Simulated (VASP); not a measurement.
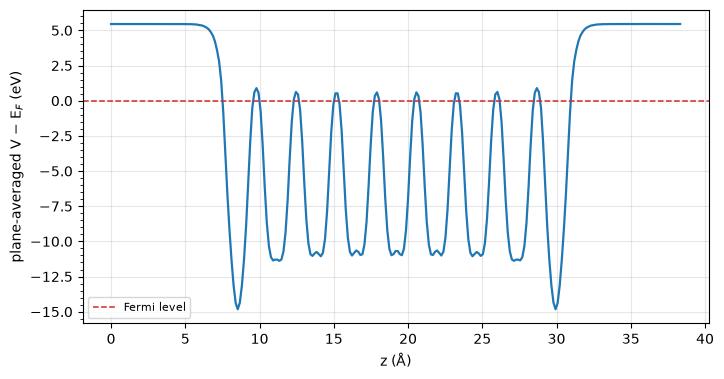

*AlN (slab). Plane average of the electrostatic potential (local pseudopotential plus Hartree) felt by an electron across the slab.*

Computed with Kohn-Sham DFT of a periodic cell, PBEsol, VASP PAW PBE potentials, recommended in VASP.

Core electrons are frozen (PAW), and the valence fields are smoothed inside the atomic spheres.

How far above the Fermi level of the calculation is the vacuum level?

Answer. 5.4 eV. The slab has a gap, so the Fermi level lies inside it and this isn't a work function in the metallic sense.

What are the slab's thickness and the vacuum gap?

Answer. The outermost nuclei are 22.4 Å apart, in 18 atomic planes; the vacuum between periodic images is 16.1 Å wide.
